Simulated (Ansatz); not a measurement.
# ZnS: a failed or faulty run and its cure

System: ZnS (Cm, 8 atoms in the cell).
Method of run A: DFT, PBE, plane waves, PAW (Ansatz 0.2.0).

The structure derives from an entry of the Crystallography Open Database. Text and figures count atoms from 1; the logs count them from 0 in places.

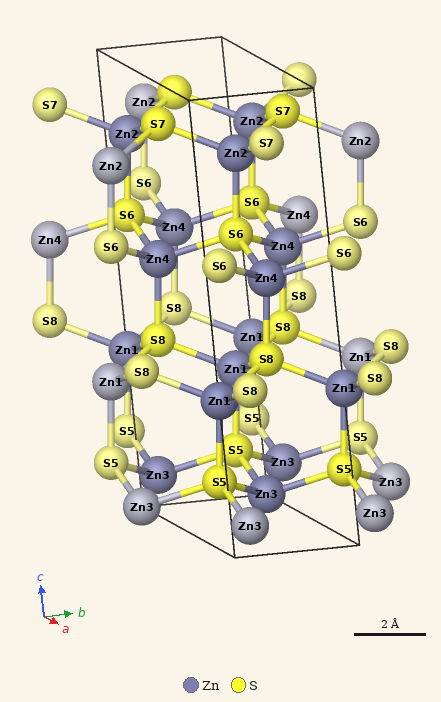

The structure (ball-and-stick view of the cell 2 times as large as that of the calculation, set on its symmetry axes, seen slightly off an axis; neighbours outside the cell are drawn fainter; atoms are numbered from 1 in the order of the input).

**Input, run A**
```yaml
crystal:
  lattice:
    - [-3.8454929872, 0.0, 0.0]
    - [-1.9227464936, -3.330294617, 0.0]
    - [-2.8841197404, -1.6651473085, 12.6106666151]
  atoms:
    - { symbol: zn, position: [0.0051533858, 0.0051533858, 0.6563598951] }
    - { symbol: Zn, position: [0.2551533858, 0.2551533858, 0.1563598951] }
    - { symbol: Zn, position: [0.2134867191, 0.2134867191, 0.9063598951] }
    - { symbol: Zn, position: [0.4634867191, 0.4634867191, 0.4063598951] }
    - { symbol: S, position: [-0.0884867191, -0.0884867191, 0.8436401049] }
    - { symbol: S, position: [0.1615132809, 0.1615132809, 0.3436401049] }
    - { symbol: S, position: [0.6198466142, 0.6198466142, 0.0936401049] }
    - { symbol: S, position: [0.3698466142, 0.3698466142, 0.5936401049] }
basis:
  ecutwfc: 420
kpoints:
  mp_grid: { grid: [8, 8, 2] }
hamiltonian:
  xc: pbe
scf:
  occupations: { method: gaussian, width: 0.05 }
  max_iter: 60
output:
  forces: true
  eigenvalues: true
  stress: true
```

Command:
```bash
ansatz run input.yaml --threads 2 --pin off --max-ram 5120MiB --backend cpu --events-out ev --progress --plain --runs-dir out
```

Hardware: 2 threads of Intel Xeon @ 2.50GHz (Skylake/Cascade Lake), 192 GiB of memory available, shared host.

**Output (run A)**
```
Error: YAML parse error: error: line 7 column 17: `zn` is not an element symbol (H … Og, case-exact)
 --> <input>:7:17
  |
5 |     - [-2.8841197404, -1.6651473085, 12.6106666151]
6 |   atoms:
7 |     - { symbol: zn, position: [0.0051533858, 0.0051533858, 0.6563598951] }
  |                 ^ `zn` is not an element symbol (H … Og, case-exact)
8 |     - { symbol: Zn, position: [0.2551533858, 0.2551533858, 0.1563598951] }
9 |     - { symbol: Zn, position: [0.2134867191, 0.2134867191, 0.9063598951] }
  |
```

### What went wrong, and how is the input to be mended?

A setting was made wrong on purpose: an unknown element (`crystal.atoms[0].symbol`). The program refused the input: “YAML parse error: error: line 7 column 17: `zn` is not an element symbol (H … Og, case-exact) --> <input>:7:17 | 5 | - [-2.8841197404, -1.6651473085, 12.6106666151] 6 | atoms: 7 | - { symbol: zn, position: [0.0051533858, 0.0051533858, 0.6563598951] } | ^ `zn` is not an element symbol (H … Og, case-exact) 8 | - { …”

A run of the same system that converges differs from this input as follows (lines with − go, lines with + come):
```diff
-    - { symbol: zn, position: [0.0051533858, 0.0051533858, 0.6563598951] }
+    - { symbol: Zn, position: [0.0051533858, 0.0051533858, 0.6563598951] }
-  max_iter: 60
```

**Output, shortened to warnings, some set-up lines, iterations and results (run B)**
```
Basis set: ecut = 420 eV, 3155 PW (Γ), exchange–correlation on 54×54×180 points (8 copies of the dense FFT grid, shifted against one another)
Symmetry: 2 space group operations
k-points: 42 of 128 (time reversal used)
Initial density: superposition of atomic densities (neutral atoms: chi_scale 0, normalization atom), corrected by the library's trained network
[...]
SCF iter   1: F=—  HF=-16890.179147 eV  |F-HF|=—  |Δ(HF+E_count)|=         —  Δρ=1.14e-3  dr2=3.69e-3  ethr=1.77e-3  ⟨swp⟩=8.1  Hψ=8117  notcnv=0  defer=9
SCF iter   2: F=—  HF=-16890.180011 eV  |F-HF|=—  |Δ(HF+E_count)|=   8.64e-4  Δρ=6.19e-4  dr2=1.06e-3  ethr=5.12e-6  ⟨swp⟩=2.0  Hψ=3652  notcnv=0  defer=34
SCF iter   3: F=—  HF=-16890.180099 eV  |F-HF|=—  |Δ(HF+E_count)|=   8.78e-5  Δρ=4.53e-4  dr2=2.78e-4  ethr=1.47e-6  ⟨swp⟩=2.0  Hψ=3058  notcnv=0  defer=4
SCF iter   4: F=—  HF=-16890.180006 eV  |F-HF|=—  |Δ(HF+E_count)|=   9.34e-5  Δρ=1.17e-4  dr2=3.05e-5  ethr=3.85e-7  ⟨swp⟩=2.0  Hψ=3055  notcnv=0  defer=4
SCF iter   5: F=—  HF=-16890.180028 eV  |F-HF|=—  |Δ(HF+E_count)|=   2.21e-5  Δρ=4.76e-5  dr2=7.04e-6  ethr=4.23e-8  ⟨swp⟩=2.0  Hψ=2222  notcnv=0  defer=4
SCF iter   6: F=—  HF=-16890.180030 eV  |F-HF|=—  |Δ(HF+E_count)|=   2.15e-6  Δρ=2.17e-5  dr2=7.32e-7  ethr=9.78e-9  ⟨swp⟩=2.0  Hψ=3065  notcnv=0  defer=4
SCF iter   7: F=—  HF=-16890.180030 eV  |F-HF|=—  |Δ(HF+E_count)|=   3.49e-7  Δρ=1.95e-5  dr2=3.92e-7  ethr=1.02e-9  ⟨swp⟩=2.0  Hψ=3143  notcnv=0  defer=4
SCF iter   8: F=-16890.180030 eV  HF=-16890.180030 eV  |F-HF|=2.67e-8  |Δ(HF+E_count)|=   8.21e-8  Δρ=4.70e-6  dr2=3.81e-8  ethr=1.39e-10  ⟨swp⟩=7.0  Hψ=8740  notcnv=0
SCF 1 converged in 8 iterations: F = -16890.180030 eV  dr2 = 3.81e-8
SCF converged after 8 iterations
Free energy (F): -16890.180030 eV
Harris-Foulkes:  -16890.180030 eV  (|F-HF|=2.67e-8)
Internal energy: -16890.180030 eV  (E = F + TS)
E sigma→0 (E₀):  -16890.180030 eV
Fermi energy:    6.426668 eV
--- Per-component energies (eV) ---
  E_band       = 5.417828
  E_kinetic    = 949.828827
  E_local      = -8195.557368  (includes V_loc(G=0)·N_el)
  E_nonlocal   = 2573.070957
  E_hartree    = 3423.407999
  E_xc         = -935.344219
  E_vxc        = -555.200451  (∫ρ·V_xc dr)
  E_paw        = -9716.405476  (= ΣΔE_a)
  E_vpaw       = -1613.532922  (= ΣTr[D̂ρ^β])
  E_aug_tail   = -0.001423  (compensation charges beyond the density's cutoff)
  E_ewald      = -4989.179328
  E_smearing   = -0.000000  (= −TS)
  E_closure    = -0.000000  (closes the sum)
  Σ components = -16890.180030   (vs F -16890.180030, Δ=0.00e0)
--- Forces (eV/Å), atoms counted from 1 ---
  atom   1  Zn    -0.03601794    -0.02079497    -0.17710520
  atom   2  Zn    -0.17072826    -0.09857001     0.09059983
  atom   3  Zn     0.07759471     0.04479933     0.05108271
  atom   4  Zn    -0.00508185    -0.00293401    -0.18441405
  atom   5  S     -0.20487169    -0.11828273     0.10610562
  atom   6  S      0.02538333     0.01465507     0.20811217
  atom   7  S      0.32912351     0.19001955    -0.24862984
  atom   8  S     -0.01540185    -0.00889226     0.15424406
  max |Σ_I F_I| component: 4.71e-6 eV/Å
--- Stress (GPa, compression-positive) ---
       -0.659890       0.758380       0.739212
        0.758380      -1.535592       0.426784
        0.739212       0.426784       0.709098
  P = ⅓ Tr σ = -0.4955 GPa (-4.955 kbar)
```

**The two runs side by side**

| quantity | run A | run B |
| --- | --- | --- |
| outcome | refused | converged |
| free energy per atom (eV) | – | −2111.2725 |
| gap on the mesh (eV) | – | 1.41 |
| pressure (GPa) | – | −0.50 |
| volume per atom (Å³) | – | 20.19 |
| largest force (eV/Å) | – | 0.454 |
| SCF iterations | – | 8 |
| irreducible k-points | – | 42 |
| plane waves at Γ | – | 3155 |
